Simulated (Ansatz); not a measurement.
Input of the run:

```
crystal:
  lattice:
    - [5.4163401137, 0.0, 0.0]
    - [-2.7081700568, 4.690688134, 0.0]
    - [0.0, 0.0, 20.4224231839]
  atoms:
    - { symbol: Rh, position: [0.3333333333, 0.1666666667, 0.3917262867] }
    - { symbol: Rh, position: [0.3333333333, 0.6666666667, 0.3917262867] }
    - { symbol: Rh, position: [0.8333333333, 0.1666666667, 0.3917262867] }
    - { symbol: Rh, position: [0.8333333333, 0.6666666667, 0.3917262867] }
    - { symbol: Rh, position: [0.6666666667, 0.3333333333, 0.5] }
    - { symbol: Rh, position: [0.6666666667, 0.8333333333, 0.5] }
    - { symbol: Rh, position: [0.1666666667, 0.3333333333, 0.5] }
    - { symbol: Rh, position: [0.1666666667, 0.8333333333, 0.5] }
    - { symbol: Rh, position: [0.0, 0.5, 0.6082737133] }
    - { symbol: Rh, position: [0.0, 0.0, 0.6082737133] }
    - { symbol: Rh, position: [0.5, 0.5, 0.6082737133] }
    - { symbol: Rh, position: [0.5, 0.0, 0.6082737133] }
basis:
  ecutwfc: 420
kpoints:
  mp_grid: { grid: [4, 4, 1] }
hamiltonian:
  xc: pbe
scf:
  occupations: { method: gaussian, width: 0.1 }
output:
  forces: true
  eigenvalues: true
  write_density: true
  write_potential: true
  elf: true
  volumetric_format: npy
relax:
  adjacent_minimum: "off"
  f_tol: 0.03
  max_steps: 70
  constraints: [{ sites: [0, 1, 2, 3] }]
efield:
  axis: 3
  dipole_correction: true
  ramp_width: 0.04
```

Run as:
```bash
ansatz run input.yaml --threads 4 --pin off --max-ram 10240MiB --backend cpu --events-out ev --progress --plain --runs-dir out
```

What does the potential across the slab give for the work function?

The work function is 5.09 eV, the same on both faces. The two vacuum levels agree, so the slab has no net dipole along its normal. The outermost atoms are 4.3 Å apart, which leaves 16.1 Å of vacuum in a cell 20.4 Å high.

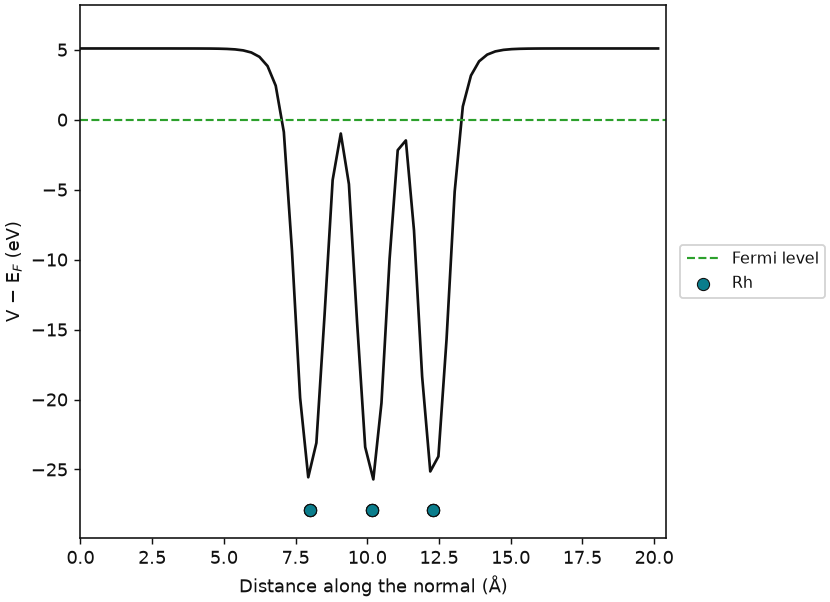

Plane-averaged electrostatic potential energy of an electron across the slab; circles at the bottom mark the heights of the atoms (positions after relaxation).
